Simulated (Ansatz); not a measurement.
# Searching the electronic states of Fe

How much does the result for Fe depend on the starting moments? The same cell is run from several starts. We look at Fe: its experimental structure (space group Im-3m, primitive cell doubled), with 2 atoms per cell. Source: COD entry 9013472.

The COD cell was measured well above room temperature, so it is larger than a cold one.

Computed with Ansatz 0.2.0 (DFT r2SCAN, PAW, plane waves, scalar-relativistic, unless a step's input says otherwise).

### 1 The system as given

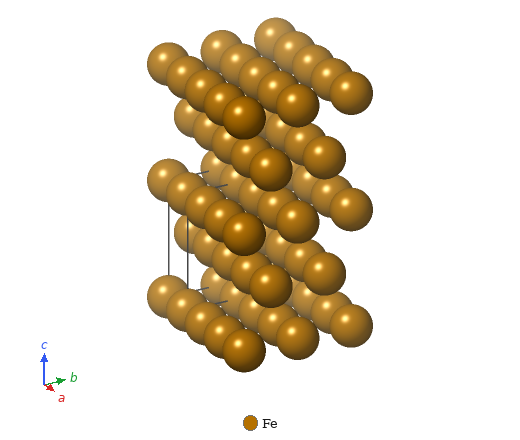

Start, viewed slightly off an axis; iron orange. 4×2×2 cells are drawn. Atoms on the faces are drawn again on the opposite ones.

Structure file:

```cif
data_structure
_symmetry_space_group_name_H-M 'P 1'
_symmetry_Int_Tables_number 1
_cell_length_a 2.4846
_cell_length_b 2.8690
_cell_length_c 4.0574
_cell_angle_alpha 90.000
_cell_angle_beta 90.000
_cell_angle_gamma 125.264
_cell_volume 23.62
loop_
_atom_site_label
_atom_site_type_symbol
_atom_site_fract_x
_atom_site_fract_y
_atom_site_fract_z
_atom_site_occupancy
Fe1 Fe 0.00000 0.00000 0.00000 1
Fe2 Fe 0.00000 0.50000 0.50000 1
```

Labels such as Fe2 number the atoms in the order of the input file.

The first starts: parallel moments, plain SCF; opposed moments +-, plain SCF; no spin polarisation; spin on, no moments given (the program may seed its own), plain SCF. What is tried next depends on their ends.

“Plain SCF” means no search for lower states. 

The total moment includes the space between the atomic spheres.

### 2 Parallel moments, plain SCF

The input, input.yaml:

```yaml
crystal:
  lattice:
    - [1.4345, -1.4345, -1.4345]
    - [-2.869, 0.0, 0.0]
    - [0.0, 2.869, -2.869]
  atoms:
    - { symbol: Fe, position: [0.0, 0.0, 0.0], spin: 4.0 }
    - { symbol: Fe, position: [0.0, 0.5, 0.5], spin: 4.0 }
magnetization:
  spin_polarized: true
hamiltonian:
  xc: r2scan
  pseudopotentials: { kind: paw }
basis:
  ecutwfc: 500
kpoints:
  mp_grid: { grid: [13, 11, 7] }
scf:
  occupations: { method: fermi_dirac, width: 0.1 }
  lower_state_search: "off"
output:
  forces: true
  stress: true
```

Output, cut to the lines that bear on the results:

```text
Warning: crystal.symmetry: narrowed to the stabiliser of the k-point mesh — unitary ops 16 → 8; excluded 8 operations that carry a point of the 13×11×7 mesh (shift [0, 0, 0]) off the mesh (the run samples exactly the mesh kpoints.mp_grid names, as under crystal.symmetry.detect: false, and [...]
Pseudopotentials: kind: paw
Pseudopotential: Fe, paw, valence charge 16, recommended cutoff 500 eV (meta_gga), Fe.paw.azcp
Functional definition: r2SCAN
[...]
Crystal: 2 atoms, lattice volume = 23.615 Å³
Basis set: ecut = 500 eV, 609 PW (Γ), exchange–correlation on 80×96×120 points (64 copies of the dense FFT grid, shifted against one another)
Bands: 24, of which v1, the nominal top of the filled ones, is band 16 counted from 1 (15 counted from 0)
Symmetry: 8 space group operations
k-points: 288 of 1001
[...]
Starting moments: Σ|m| = 8 μB on 2 of 2 sites
[...]
SCF iter   1: F=-8971.334819 eV  HF=-8970.947847 eV  |F-HF|=3.87e-1  |Δ(HF+E_count)|=         —  Δρ=8.44e-2 (↑8.44e-2 ↓4.78e-2)  dr2=5.13e-1  dr2_τ=3.67e-2  dr2_m=8.45e-1  M=5.953 μB ∫|m|=6.192 μB  β_m=1.17  ethr=1.60e-3  ⟨swp⟩=1.0  Hψ=73845  notcnv=0
[...]
spin-set hold released at iteration 1 (the charge has settled, or the pull on large starting moments outlasts its swing): the magnetisation degrees of freedom join the quasi-Newton model from the next iteration; the mixer history was flushed
[...]
SCF iter  11: F=-8971.810309 eV  HF=-8971.810309 eV  |F-HF|=8.83e-8  |Δ(HF+E_count)|=   3.77e-8  Δρ=1.16e-5 (↑9.32e-6 ↓1.16e-5)  dr2=1.89e-8  dr2_τ=3.65e-10  dr2_m=8.82e-10  M=5.291 μB ∫|m|=5.942 μB  ethr=3.13e-10  ⟨swp⟩=4.0  Hψ=43096  notcnv=0
[...]
this state was not tested for a lower state beside it, because the mixer in use, unlike msr1, does not test its closes by its own steps (another_mixer; see scf.mixing.algorithm and scf.lower_state_search)
SCF converged after 11 iterations
Magnetization: 5.2905 μB (18.6453 up, 13.3547 down)
Absolute magnetization: 5.9430 μB (∫|ρ↑−ρ↓|, with the PAW one-centre terms)
Spin contamination: 0.2459 ħ² per cell (⟨S²⟩ above its minimum at these occupations)
Per-site moments (μB) at R_I (Å): [(2.8003060778804416, 1.0249085894262413), (2.8003060778804416, 1.0249085894262413)]
Free energy (F): -8971.810309 eV
[...]
E sigma→0 (E₀):  -8971.786347 eV
Entropy (-TS):   -0.047924 eV (-23.962 meV/atom)
Fermi energy:    17.680488 eV
[...]
--- Forces (eV/Å), atoms counted from 1 ---
  atom   1  Fe     0.00000000     0.00000000    -0.00000000
  atom   2  Fe     0.00000000    -0.00000000    -0.00000000
[...]
--- Stress (GPa, compression-positive) ---
       -0.771307      -0.023591      -0.023591
       -0.023601      -0.537053      -0.105000
       -0.023601      -0.105000      -0.537053
  P = ⅓ Tr σ = -0.6151 GPa (-6.151 kbar)
```

Run time: 12 s. Hardware: 2 threads of an x86-64 CPU, shared host; peak memory 0.67 GiB.

Result: ferromagnetic, site moments Fe1 2.80, Fe2 2.80 μB, total 5.29 μB per cell, no gap on the k-mesh.

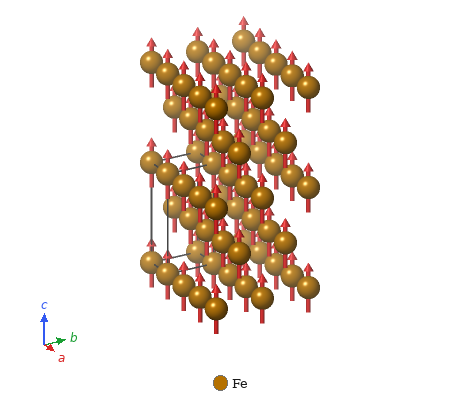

Arrows show the site moments: red and blue are opposite signs, and length grows with size. The axis is drawn upright for the eye.

### 3 Opposed moments +-, plain SCF

Changes to input.yaml since step 2:

```diff
@@ -7,3 +7,3 @@
     - { symbol: Fe, position: [0.0, 0.0, 0.0], spin: 4.0 }
-    - { symbol: Fe, position: [0.0, 0.5, 0.5], spin: 4.0 }
+    - { symbol: Fe, position: [0.0, 0.5, 0.5], spin: -4.0 }
 magnetization:
```

Output, cut to the lines that bear on the results:

```text
Warning: crystal.symmetry: narrowed to the stabiliser of the k-point mesh — unitary ops 8 → 4; excluded 4 operations that carry a point of the 13×11×7 mesh (shift [0, 0, 0]) off the mesh (the run samples exactly the mesh kpoints.mp_grid names, as under crystal.symmetry.detect: false, and [...]
[... 12 lines as in an earlier run ...]
Symmetry: 4 space group operations
[... 6 lines as in an earlier run ...]
Starting moments: Σ|m| = 8 μB on 2 of 2 sites
[... 2 lines as in an earlier run ...]
spin-down is spin-up translated by (0, 0.5, 0.5): one eigenproblem is solved per k-point and the antiferromagnetic symmetry of the starting moments is kept exactly by this SCF (crystal.symmetry.spin_inversion_symmetry: false solves both channels; [...]
SCF iter   1: F=-8970.502473 eV  HF=-8970.368575 eV  |F-HF|=1.34e-1  |Δ(HF+E_count)|=         —  Δρ=7.98e-2 (↑7.98e-2 ↓7.98e-2)  dr2=7.25e-1  dr2_τ=3.77e-2  dr2_m=1.10e0  M=0.000 μB ∫|m|=6.167 μB  β_m=0.30  ethr=2.26e-3  ⟨swp⟩=1.4  Hψ=38231  notcnv=0
[...]
[... 1 line as in an earlier run ...]
[...]
SCF iter  15: F=-8971.091697 eV  HF=-8971.091697 eV  |F-HF|=4.39e-8  |Δ(HF+E_count)|=   1.22e-7  Δρ=1.04e-5 (↑1.04e-5 ↓1.04e-5)  dr2=2.35e-8  dr2_τ=3.31e-10  dr2_m=1.17e-8  M=0.000 μB ∫|m|=5.359 μB  ethr=2.64e-10  ⟨swp⟩=4.1  Hψ=22297  notcnv=0
[...]
[... 1 line as in an earlier run ...]
SCF converged after 15 iterations
Magnetization: 0.0000 μB (16.0000 up, 16.0000 down)
Absolute magnetization: 5.3592 μB (∫|ρ↑−ρ↓|, with the PAW one-centre terms)
Spin contamination: 2.3615 ħ² per cell (⟨S²⟩ above its minimum at these occupations)
Per-site moments (μB) at R_I (Å): [(2.586645496879595, 1.0249085894262413), (-2.5866454968795947, 1.0249085894262413)]
Free energy (F): -8971.091697 eV
[...]
E sigma→0 (E₀):  -8971.054971 eV
Entropy (-TS):   -0.073451 eV (-36.726 meV/atom)
Fermi energy:    18.058429 eV
[...]
--- Forces (eV/Å), atoms counted from 1 ---
  atom   1  Fe     0.00000000     0.00000000     0.00000000
  atom   2  Fe     0.00000000     0.00000000     0.00000000
[...]
--- Stress (GPa, compression-positive) ---
       -0.614436      -0.031002      -0.031002
       -0.030486      -2.886991      -8.807720
       -0.030486      -8.807720      -2.886991
  P = ⅓ Tr σ = -2.1295 GPa (-21.295 kbar)
```

Run time: 9.1 s. Hardware: 2 threads of an x86-64 CPU, shared host; peak memory 0.64 GiB.

Result: antiferromagnetic (magnetic neighbours of Fe1 with a moment over 0.3 of its own that point the other way: 4 of 8 at 2.48 Å, 4 of 6 at 2.87 Å), site moments Fe1 2.59, Fe2 -2.59 μB, total 0.00 μB per cell, no gap on the k-mesh. Against step 2, the lowest until now, it is 359 meV/atom higher.

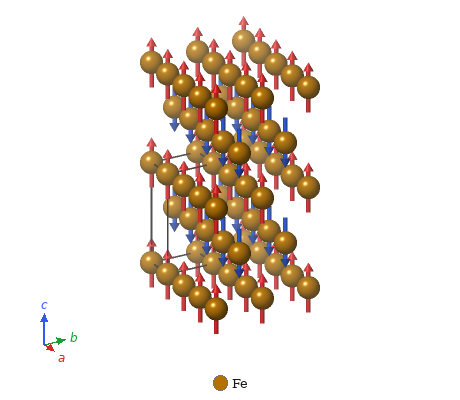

The moments of this state as arrows, longer for larger moments (red one way, blue the other). Without spin-orbit coupling their common direction is free.

### 4 No spin polarisation

Changes to input.yaml since step 3:

```diff
@@ -6,6 +6,4 @@
   atoms:
-    - { symbol: Fe, position: [0.0, 0.0, 0.0], spin: 4.0 }
-    - { symbol: Fe, position: [0.0, 0.5, 0.5], spin: -4.0 }
-magnetization:
-  spin_polarized: true
+    - { symbol: Fe, position: [0.0, 0.0, 0.0] }
+    - { symbol: Fe, position: [0.0, 0.5, 0.5] }
 hamiltonian:
```

Output, cut to the lines that bear on the results:

```text
[... 12 lines as in an earlier run ...]
Bands: 20, of which v1, the nominal top of the filled ones, is band 16 counted from 1 (15 counted from 0)
[... 6 lines as in an earlier run ...]
[...]
[... 2 lines as in an earlier run ...]
SCF iter   1: F=-8969.379329 eV  HF=-8969.317421 eV  |F-HF|=6.19e-2  |Δ(HF+E_count)|=         —  Δρ=1.02e-2  dr2=7.39e-3  dr2_τ=4.95e-2  ethr=1.77e-3  ⟨swp⟩=5.1  Hψ=50478  notcnv=0  defer=129
[...]
SCF iter   7: F=-8969.395219 eV  HF=-8969.395219 eV  |F-HF|=2.83e-8  |Δ(HF+E_count)|=   2.30e-7  Δρ=2.03e-5  dr2=6.01e-8  dr2_τ=1.33e-9  ethr=3.13e-10  ⟨swp⟩=4.0  Hψ=28518  notcnv=0
[...]
SCF converged after 7 iterations
Free energy (F): -8969.395219 eV
[...]
E sigma→0 (E₀):  -8969.281822 eV
Entropy (-TS):   -0.226794 eV (-113.397 meV/atom)
Fermi energy:    17.616571 eV
[...]
--- Forces (eV/Å), atoms counted from 1 ---
  atom   1  Fe     0.00000000     0.00000000     0.00000000
  atom   2  Fe     0.00000000     0.00000000     0.00000000
[...]
--- Stress (GPa, compression-positive) ---
      -31.158775       0.048998       0.048998
        0.049017     -31.149313      -0.045570
        0.049017      -0.045570     -31.149313
  P = ⅓ Tr σ = -31.1525 GPa (-311.525 kbar)
```

Run time: 5 s. Hardware: 2 threads of an x86-64 CPU, shared host; peak memory 0.57 GiB.

The state reached is non-magnetic (no spin polarisation), no gap on the k-mesh. It lies 1208 meV/atom above the lowest state so far (step 2).

### 5 Spin on, no moments given (the program may seed its own), plain SCF

Changes to input.yaml since step 4:

```diff
@@ -21 +21,3 @@
   stress: true
+magnetization:
+  spin_polarized: true
```

Output, cut to the lines that bear on the results:

```text
[... 1 line as in an earlier run ...]
band count auto-derived: 24 (N_el = 32.0; filled up to band 16; 20 by the electrons, moments and atoms)
[... 21 lines as in an earlier run ...]
SCF iter   1: F=-8968.732937 eV  HF=-8969.526753 eV  |F-HF|=7.94e-1  |Δ(HF+E_count)|=         —  Δρ=4.58e-2 (↑4.58e-2 ↓4.58e-2)  dr2=1.15e0  dr2_τ=1.24e-2  dr2_m=0.00e0  M=0.000 μB ∫|m|=0.000 μB  β_m=0.30  ethr=3.10e-3  ⟨swp⟩=4.8  Hψ=27164  notcnv=0  defer=76
[...]
SCF iter  11: F=-8971.810309 eV  HF=-8971.810309 eV  |F-HF|=3.30e-9  |Δ(HF+E_count)|=   2.09e-7  Δρ=6.78e-6 (↑2.87e-6 ↓6.78e-6)  dr2=7.00e-9  dr2_τ=2.65e-10  dr2_m=2.42e-9  M=5.291 μB ∫|m|=5.942 μB  ethr=1.17e-10  ⟨swp⟩=2.2  Hψ=47630  notcnv=0
[...]
SCF converged after 11 iterations
Magnetization: 5.2905 μB (18.6453 up, 13.3547 down)
Absolute magnetization: 5.9430 μB (∫|ρ↑−ρ↓|, with the PAW one-centre terms)
Spin contamination: 0.2459 ħ² per cell (⟨S²⟩ above its minimum at these occupations)
Per-site moments (μB) at R_I (Å): [(2.800321536929029, 1.0249085894262413), (2.8003215369290295, 1.0249085894262413)]
Free energy (F): -8971.810309 eV
[...]
E sigma→0 (E₀):  -8971.786347 eV
Entropy (-TS):   -0.047924 eV (-23.962 meV/atom)
Fermi energy:    17.680449 eV
[... 26 lines left out: energy terms, forces, stress ...]
```

It took 13 s on 2 threads of an x86-64 CPU, shared host; peak memory 0.68 GiB.

This is the state of step 2 again (ferromagnetic), after 11 iterations.

(Part 1 of 2 ends here.)
